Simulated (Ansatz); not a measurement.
**What a change does: single-point calculation on TaN**

System: TaN (C222₁, 4 atoms in the cell).
Method of the first run: DFT PBEsol, scalar-relativistic, plane waves, PAW, PAW set soft_1, no spin polarisation (Ansatz 0.2.0).

The structure derives from an entry of the Crystallography Open Database. Text and figures count atoms from 1; the logs count them from 0 in places.

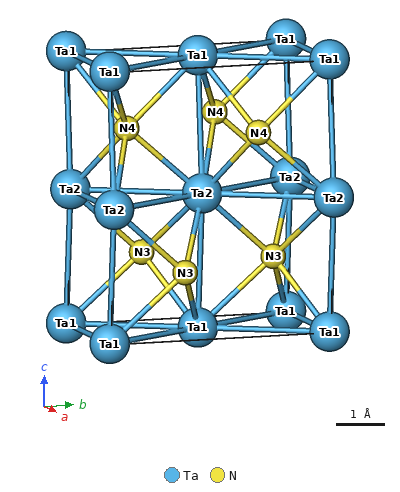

The input geometry (ball-and-stick view of the cell 2 times as large as that of the calculation, set on its symmetry axes, seen slightly off an axis; atoms are numbered from 1 in the order of the input). An atom can appear more than once, as a periodic image. Near neighbours in the periodic cell (some may lie outside the picture): Ta has 6 N at 2.12 to 2.30 Å and 8 Ta at 2.85 to 2.94 Å; N has 6 Ta at 2.12 to 2.30 Å.

Input file, the first run:
```yaml
crystal:
  lattice:
    - [2.8507545421, 0.0, 0.0]
    - [-1.425377271, 2.4688258534, 0.0]
    - [0.0, 0.0, 5.8600190937]
  atoms:
    - { symbol: Ta, position: [-0.0491488825, 0.0, 0.0] }
    - { symbol: Ta, position: [0.0491488825, 0.0, 0.5] }
    - { symbol: "N", position: [0.3333333333, 0.6666666667, 0.25] }
    - { symbol: "N", position: [0.6666666667, 0.3333333333, 0.75] }
basis:
  ecutwfc: 520.0
kpoints:
  mp_grid: { grid: [15, 15, 8] }
hamiltonian:
  xc: pbesol
  pseudopotentials: { kind: paw, azcp: { folder: soft_1 } }
scf:
  occupations: { method: gaussian, width: 0.15 }
output:
  forces: true
  stress: true
  eigenvalues: true
```

Command:
```bash
ansatz run input.yaml --threads 2 --pin off --max-ram 4096MiB --backend cpu --events-out ev --progress --plain --runs-dir out
```

Hardware: 2 threads of Arm Neoverse N1, 98 GiB of memory available, shared host.

Output, shortened to warnings, some set-up lines, iterations and results (the first run):
```
Warning: [file] the record states the generating functional pbe (its physics header spells it `PBE`), which answers neither for hamiltonian.xc's functional nor for the pbesol family's — results may be inconsistent (PPs are generated against a specific XC)
Warning: [file] the record states the generating functional pbe (its physics header spells it `PBE`), which answers neither for hamiltonian.xc's functional nor for the pbesol family's — results may be inconsistent (PPs are generated against a specific XC)
Basis set: ecut = 520 eV, 1101 PW (Γ), exchange–correlation on 48×48×90 points (8 copies of the dense FFT grid, shifted against one another)
Symmetry: 4 space group operations
k-points: 320 of 1800 (time reversal used)
Initial density: superposition of atomic densities (chi_scale 0.1, normalization cell, long waves kept (reshape's long-wave potential 0.00 eV rms))
[...]
SCF iter   1: F=—  HF=-20376.011520 eV  |F-HF|=—  |Δ(HF+E_count)|=         —  Δρ=4.41e-2  dr2=5.10e-1  ethr=3.10e-3  ⟨swp⟩=5.0  Hψ=30401  notcnv=0
SCF iter   2: F=—  HF=-20375.967364 eV  |F-HF|=—  |Δ(HF+E_count)|=   4.42e-2  Δρ=2.67e-2  dr2=1.55e-1  ethr=1.42e-3  ⟨swp⟩=1.0  Hψ=9612  notcnv=0
SCF iter   3: F=—  HF=-20375.950699 eV  |F-HF|=—  |Δ(HF+E_count)|=   1.67e-2  Δρ=7.73e-3  dr2=2.51e-2  ethr=4.32e-4  ⟨swp⟩=1.3  Hψ=7700  notcnv=0
SCF iter   4: F=—  HF=-20375.945197 eV  |F-HF|=—  |Δ(HF+E_count)|=   5.50e-3  Δρ=1.75e-3  dr2=1.34e-3  ethr=6.99e-5  ⟨swp⟩=2.0  Hψ=10114  notcnv=0
SCF iter   5: F=—  HF=-20375.944970 eV  |F-HF|=—  |Δ(HF+E_count)|=   2.27e-4  Δρ=2.61e-4  dr2=1.95e-5  ethr=3.73e-6  ⟨swp⟩=2.1  Hψ=9855  notcnv=0
SCF iter   6: F=—  HF=-20375.944969 eV  |F-HF|=—  |Δ(HF+E_count)|=   1.02e-6  Δρ=5.53e-5  dr2=1.41e-6  ethr=5.41e-8  ⟨swp⟩=2.1  Hψ=10528  notcnv=0
SCF iter   7: F=-20375.944969 eV  HF=-20375.944969 eV  |F-HF|=1.65e-8  |Δ(HF+E_count)|=   1.99e-7  Δρ=8.03e-6  dr2=2.72e-8  ethr=2.78e-10  ⟨swp⟩=3.6  Hψ=31700  notcnv=0
SCF 1 converged in 7 iterations: F = -20375.944969 eV  dr2 = 2.72e-8
SCF converged after 7 iterations
Free energy (F): -20375.944969 eV
Harris-Foulkes:  -20375.944969 eV  (|F-HF|=1.65e-8)
Internal energy: -20375.932362 eV  (E = F + TS)
E sigma→0 (E₀):  -20375.938665 eV
Entropy (-TS):   -0.012607 eV (-3.152 meV/atom)
Fermi energy:    20.955503 eV
--- Per-component energies (eV) ---
  E_band       = -75.936435
  E_kinetic    = 1054.441762
  E_local      = -1118.121902  (includes V_loc(G=0)·N_el)
  E_nonlocal   = 53.607836
  E_hartree    = 404.086203
  E_xc         = -760.127036
  E_vxc        = -623.098552  (∫ρ·V_xc dr)
  E_paw        = -16609.677624  (= ΣΔE_a)
  E_vpaw       = -250.937573  (= ΣTr[D̂ρ^β])
  E_aug_tail   = 0.000027  (compensation charges beyond the density's cutoff)
  E_ewald      = -3400.625250
  E_core_change = 0.483623  (= ΣΔE_core)
  E_smearing   = -0.012607  (= −TS)
  E_closure    = -0.000000  (closes the sum)
  Σ components = -20375.944969   (vs F -20375.944969, Δ=0.00e0)
--- Forces (eV/Å), atoms counted from 1 ---
  atom   1  Ta     2.13950280    -0.00000000     0.00000000
  atom   2  Ta    -2.13950280     0.00000000    -0.00000000
  atom   3  N     -0.00000000    -0.12960737     0.00000000
  atom   4  N      0.00000000     0.12960737    -0.00000000
  max |Σ_I F_I| component: 5.55e-17 eV/Å
--- Stress (GPa, compression-positive) ---
       15.199012      -0.000000       0.000000
       -0.000000      13.569512      -0.000000
        0.000000      -0.000000      10.256857
  P = ⅓ Tr σ = 13.0085 GPa (130.085 kbar)
```

For the second run the input was changed thus:
```diff
-    - { symbol: Ta, position: [-0.0491488825, 0.0, 0.0] }
-    - { symbol: Ta, position: [0.0491488825, 0.0, 0.5] }
+    - { symbol: Ta, position: [0.0, 0.0, 0.0] }
+    - { symbol: Ta, position: [0.0, 0.0, 0.5] }
```

What does this change do to the results?

With the same functional and potentials, the second run lies 76.5 meV per atom lower. The pressure goes from 13.01 to 9.64 GPa. The largest force goes from 2.140 to 0.000 eV/Å. The number of SCF iterations is the same. The irreducible k-points go from 320 to 135. On the same kind of shared host the second run took about 0.24 times as long.

Output, shortened to warnings, some set-up lines, iterations and results (the second run):
```
Warning: [file] the record states the generating functional pbe (its physics header spells it `PBE`), which answers neither for hamiltonian.xc's functional nor for the pbesol family's — results may be inconsistent (PPs are generated against a specific XC)
Warning: [file] the record states the generating functional pbe (its physics header spells it `PBE`), which answers neither for hamiltonian.xc's functional nor for the pbesol family's — results may be inconsistent (PPs are generated against a specific XC)
Basis set: ecut = 520 eV, 1101 PW (Γ), exchange–correlation on 48×48×90 points (8 copies of the dense FFT grid, shifted against one another)
Symmetry: 24 space group operations
k-points: 135 of 1800
Initial density: superposition of atomic densities (chi_scale 0.1, normalization cell, long waves kept (reshape's long-wave potential 0.00 eV rms))
[...]
SCF iter   1: F=—  HF=-20376.296002 eV  |F-HF|=—  |Δ(HF+E_count)|=         —  Δρ=4.18e-2  dr2=4.44e-1  ethr=3.10e-3  ⟨swp⟩=5.0  Hψ=12617  notcnv=0
SCF iter   2: F=—  HF=-20376.267973 eV  |F-HF|=—  |Δ(HF+E_count)|=   2.80e-2  Δρ=2.57e-2  dr2=1.43e-1  ethr=1.23e-3  ⟨swp⟩=1.0  Hψ=4051  notcnv=0
SCF iter   3: F=—  HF=-20376.256143 eV  |F-HF|=—  |Δ(HF+E_count)|=   1.18e-2  Δρ=7.18e-3  dr2=2.24e-2  ethr=3.96e-4  ⟨swp⟩=1.5  Hψ=3384  notcnv=0
SCF iter   4: F=—  HF=-20376.251305 eV  |F-HF|=—  |Δ(HF+E_count)|=   4.84e-3  Δρ=1.65e-3  dr2=1.24e-3  ethr=6.22e-5  ⟨swp⟩=2.0  Hψ=4264  notcnv=0
SCF iter   5: F=—  HF=-20376.251099 eV  |F-HF|=—  |Δ(HF+E_count)|=   2.07e-4  Δρ=2.40e-4  dr2=1.80e-5  ethr=3.45e-6  ⟨swp⟩=2.0  Hψ=4191  notcnv=0
SCF iter   6: F=—  HF=-20376.251100 eV  |F-HF|=—  |Δ(HF+E_count)|=   1.20e-6  Δρ=4.64e-5  dr2=9.63e-7  ethr=5.00e-8  ⟨swp⟩=2.1  Hψ=4340  notcnv=0
SCF iter   7: F=-20376.251100 eV  HF=-20376.251100 eV  |F-HF|=1.42e-8  |Δ(HF+E_count)|=   1.09e-7  Δρ=7.39e-6  dr2=2.34e-8  ethr=2.78e-10  ⟨swp⟩=6.4  Hψ=13360  notcnv=0
SCF 1 converged in 7 iterations: F = -20376.251100 eV  dr2 = 2.34e-8
SCF converged after 7 iterations
Free energy (F): -20376.251100 eV
Harris-Foulkes:  -20376.251100 eV  (|F-HF|=1.42e-8)
Internal energy: -20376.240908 eV  (E = F + TS)
E sigma→0 (E₀):  -20376.246004 eV
Entropy (-TS):   -0.010192 eV (-2.548 meV/atom)
Fermi energy:    20.939823 eV
--- Per-component energies (eV) ---
  E_band       = -76.361428
  E_kinetic    = 1053.316876
  E_local      = -1113.753775  (includes V_loc(G=0)·N_el)
  E_nonlocal   = 53.393320
  E_hartree    = 402.168406
  E_xc         = -759.918896
  E_vxc        = -622.841618  (∫ρ·V_xc dr)
  E_paw        = -16609.554058  (= ΣΔE_a)
  E_vpaw       = -250.812699  (= ΣTr[D̂ρ^β])
  E_aug_tail   = 0.000040  (compensation charges beyond the density's cutoff)
  E_ewald      = -3402.376444
  E_core_change = 0.483623  (= ΣΔE_core)
  E_smearing   = -0.010192  (= −TS)
  E_closure    = 0.000000  (closes the sum)
  Σ components = -20376.251100   (vs F -20376.251100, Δ=0.00e0)
--- Forces (eV/Å), atoms counted from 1 ---
  atom   1  Ta    -0.00000000    -0.00000000    -0.00000000
  atom   2  Ta    -0.00000000    -0.00000000     0.00000000
  atom   3  N     -0.00000000     0.00000000     0.00000000
  atom   4  N      0.00000000    -0.00000000    -0.00000000
  max |Σ_I F_I| component: 3.70e-17 eV/Å
--- Stress (GPa, compression-positive) ---
       12.277770       0.000000      -0.000000
        0.000000      12.277770      -0.000000
       -0.000000      -0.000000       4.363175
  P = ⅓ Tr σ = 9.6396 GPa (96.396 kbar)
```

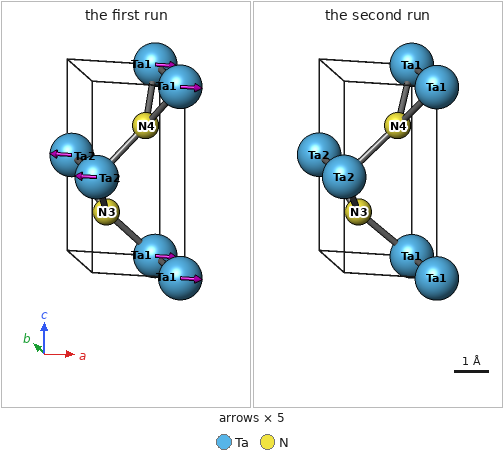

The two input geometries at one scale (ball-and-stick view of the cell of the calculation, seen slightly off an axis). The pink arrows on the first give the shifts of the atoms relative to the cell, magnified 5 times. The largest moves, 0.14 Å, are those of Ta1 and Ta2. N stays in place. The cell doesn't change. Among the contacts that change: Ta1–N3 2.297 → 2.203 Å, Ta1–Ta2 2.943 → 2.930 Å.

The two runs side by side:

```tsv
quantity	the first run	the second run
outcome	converged	converged
free energy per atom (eV)	−5093.9862	−5094.0628
energy per atom, smearing taken to zero (eV)	−5093.9847	−5094.0615
gap on the mesh (eV)	0.00	0.00
pressure (GPa)	13.01	9.64
largest force (eV/Å)	2.140	0.000
SCF iterations	7	7
irreducible k-points	320	135
plane waves at Γ	1101	1101
wall time (shared host)	30 s	7.1 s
```

For both runs: Warnings: the PAW datasets were made with another functional. Spin–orbit coupling is left out, which matters for Ta. For the first run: The cell is under a pressure of 13.0 GPa at this level, so it is not at its equilibrium volume.
